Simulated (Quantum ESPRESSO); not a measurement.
# A series of single points on Ti

System: Ti (Im-3m, 1 atom in the cell).
Method: Kohn-Sham DFT of a periodic cell, LDA, PseudoDojo 0.4.1 SR LDA standard, no spin polarisation (Quantum ESPRESSO 7.5).

The 7 runs differ only in the geometry, by an even scaling of the cell at fixed fractional positions. The structure derives from an entry of the Crystallography Open Database.

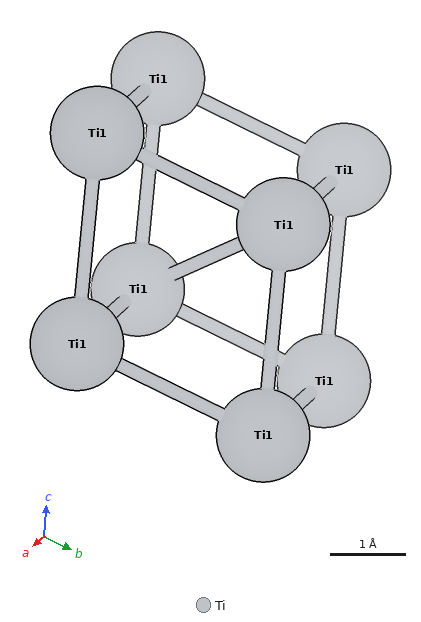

Figure 1. The structure of run 4 (ball-and-stick view of the cell of the calculation, seen slightly off an axis; atoms are numbered from 1 in the order of the input). An atom can appear more than once, as a periodic image.

## Input of run 4
```
&CONTROL
  calculation = 'scf'
  prefix = 'pwscf'
  outdir = './tmp'
  pseudo_dir = './pseudo'
  tprnfor = .true.
  tstress = .true.
  disk_io = 'low'
/
&SYSTEM
  ibrav = 0
  nat = 1
  ntyp = 1
  ecutwfc = 84
  nbnd = 12
  occupations = 'smearing'
  smearing = 'fd'
  degauss = 0.00367493
/
&ELECTRONS
  conv_thr = 2d-10
  electron_maxstep = 120
  mixing_beta = 0.5
/
ATOMIC_SPECIES
Ti    47.8670 Ti.upf
CELL_PARAMETERS bohr
  -3.1010405705    3.1010405705    3.1010405705
   3.1010405705   -3.1010405705    3.1010405705
   3.1010405705    3.1010405705   -3.1010405705
ATOMIC_POSITIONS bohr
Ti     0.0000000000    0.0000000000    0.0000000000
K_POINTS automatic
11 11 11 0 0 0
```

## File bands.in of run 4
```
&CONTROL
  calculation = 'bands'
  prefix = 'pwscf'
  outdir = './tmp'
  pseudo_dir = './pseudo'
  disk_io = 'low'
  verbosity = 'high'
/
&SYSTEM
  ibrav = 0
  nat = 1
  ntyp = 1
  ecutwfc = 84
  nbnd = 12
  occupations = 'smearing'
  smearing = 'fd'
  degauss = 0.00367493
/
&ELECTRONS
  conv_thr = 1d-08
  electron_maxstep = 120
  mixing_beta = 0.5
  diago_full_acc = .true.
/
ATOMIC_SPECIES
Ti    47.8670 Ti.upf
CELL_PARAMETERS bohr
  -3.1010405705    3.1010405705    3.1010405705
   3.1010405705   -3.1010405705    3.1010405705
   3.1010405705    3.1010405705   -3.1010405705
ATOMIC_POSITIONS bohr
Ti     0.0000000000    0.0000000000    0.0000000000
K_POINTS crystal
60
 0.0000000000  0.0000000000  0.0000000000 1
 0.0416666667 -0.0416666667  0.0416666667 1
 0.0833333333 -0.0833333333  0.0833333333 1
 0.1250000000 -0.1250000000  0.1250000000 1
 0.1666666667 -0.1666666667  0.1666666667 1
 0.2083333333 -0.2083333333  0.2083333333 1
 0.2500000000 -0.2500000000  0.2500000000 1
 0.2916666667 -0.2916666667  0.2916666667 1
 0.3333333333 -0.3333333333  0.3333333333 1
 0.3750000000 -0.3750000000  0.3750000000 1
 0.4166666667 -0.4166666667  0.4166666667 1
 0.4583333333 -0.4583333333  0.4583333333 1
 0.5000000000 -0.5000000000  0.5000000000 1
 0.4375000000 -0.4375000000  0.5000000000 1
 0.3750000000 -0.3750000000  0.5000000000 1
 0.3125000000 -0.3125000000  0.5000000000 1
 0.2500000000 -0.2500000000  0.5000000000 1
 0.1875000000 -0.1875000000  0.5000000000 1
 0.1250000000 -0.1250000000  0.5000000000 1
 0.0625000000 -0.0625000000  0.5000000000 1
 0.0000000000  0.0000000000  0.5000000000 1
 0.0000000000  0.0000000000  0.4444444444 1
 0.0000000000  0.0000000000  0.3888888889 1
 0.0000000000  0.0000000000  0.3333333333 1
 0.0000000000  0.0000000000  0.2777777778 1
 0.0000000000  0.0000000000  0.2222222222 1
 0.0000000000  0.0000000000  0.1666666667 1
 0.0000000000  0.0000000000  0.1111111111 1
 0.0000000000  0.0000000000  0.0555555556 1
 0.0000000000  0.0000000000  0.0000000000 1
 0.0227272727  0.0227272727  0.0227272727 1
 0.0454545455  0.0454545455  0.0454545455 1
 0.0681818182  0.0681818182  0.0681818182 1
 0.0909090909  0.0909090909  0.0909090909 1
 0.1136363636  0.1136363636  0.1136363636 1
 0.1363636364  0.1363636364  0.1363636364 1
 0.1590909091  0.1590909091  0.1590909091 1
 0.1818181818  0.1818181818  0.1818181818 1
 0.2045454545  0.2045454545  0.2045454545 1
 0.2272727273  0.2272727273  0.2272727273 1
 0.2500000000  0.2500000000  0.2500000000 1
 0.2708333333  0.1875000000  0.2708333333 1
 0.2916666667  0.1250000000  0.2916666667 1
 0.3125000000  0.0625000000  0.3125000000 1
 0.3333333333  0.0000000000  0.3333333333 1
 0.3541666667 -0.0625000000  0.3541666667 1
 0.3750000000 -0.1250000000  0.3750000000 1
 0.3958333333 -0.1875000000  0.3958333333 1
 0.4166666667 -0.2500000000  0.4166666667 1
 0.4375000000 -0.3125000000  0.4375000000 1
 0.4583333333 -0.3750000000  0.4583333333 1
 0.4791666667 -0.4375000000  0.4791666667 1
 0.5000000000 -0.5000000000  0.5000000000 1
 0.2500000000  0.2500000000  0.2500000000 1
 0.2083333333  0.2083333333  0.2916666667 1
 0.1666666667  0.1666666667  0.3333333333 1
 0.1250000000  0.1250000000  0.3750000000 1
 0.0833333333  0.0833333333  0.4166666667 1
 0.0416666667  0.0416666667  0.4583333333 1
 0.0000000000  0.0000000000  0.5000000000 1
```

Command:
```bash
OMP_NUM_THREADS=1 pw.x -in pw.in > pw.out
OMP_NUM_THREADS=1 pw.x -in bands.in > bands.out
```

Run 5 has the same physical settings and fractional positions; its lattice vectors (Å) are:
```
  -1.651868    1.651868    1.651868
   1.651868   -1.651868    1.651868
   1.651868    1.651868   -1.651868
```

## Results, with one run withheld

```tsv
run	volume per atom (Å³)	free energy per atom, from the lowest run given (meV)	pressure (GPa)
1	16.616	0.00	−5.17
2	16.969	13.72	−7.26
3	17.323	31.83	−9.14
4	17.676	53.89	−10.84
5	18.030	?	?
6	18.383	108.40	−13.77
7	18.737	140.19	−15.03
```

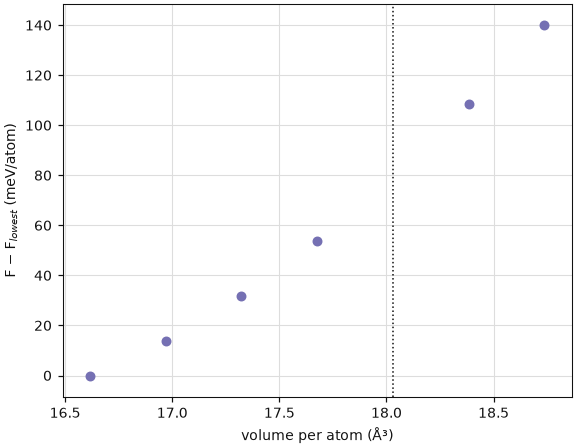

Figure 2. Free energy per atom of the runs given; the dotted line marks run 5.

What should run 5 give?

A cubic polynomial in V^(−2/3) (the Birch–Murnaghan form), fitted to the 6 runs given, misses them by at most 0.02 meV per atom. With x = V^(−2/3) − 0.14784 Å⁻², it reads F = 48.299 − 11644 x + 5.6449e+05 x² − 4.6848e+05 x³ (meV per atom). At run 5 it gives 79.57 meV per atom, and the run itself gives 79.53. The slope of the fit gives a pressure −dF/dV of −12.38 GPa there, and the run prints −12.37 GPa. The fit has no minimum inside this range.

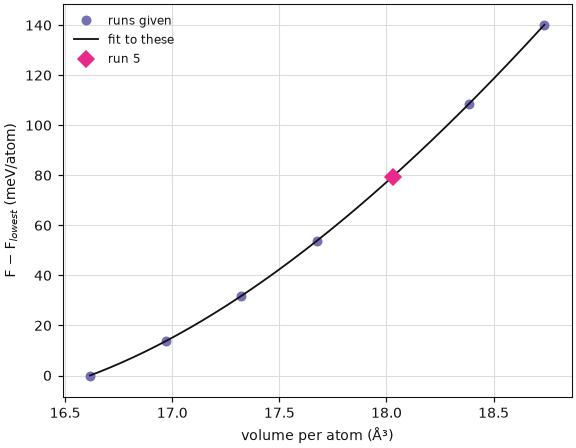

Figure 3. The fit and the withheld run.

## Some lines of the output (run 5)
```
[...]
     unit-cell volume          =     121.6697 (a.u.)^3
     number of k points=    56  Fermi-Dirac smearing, width (Ry)=  0.0037
     total energy              =    -118.66889847 Ry
     total energy              =    -118.67788105 Ry
     total energy              =    -118.67833543 Ry
     total energy              =    -118.67834577 Ry
     total energy              =    -118.67834454 Ry
     total energy              =    -118.67834515 Ry
     the Fermi energy is    12.2694 ev
!    total energy              =    -118.67834517 Ry
     The total energy is F=E-TS. E is the sum of the following terms:
     Computing stress (Cartesian axis) and pressure
          total   stress  (Ry/bohr**3)                   (kbar)     P=     -123.75
```
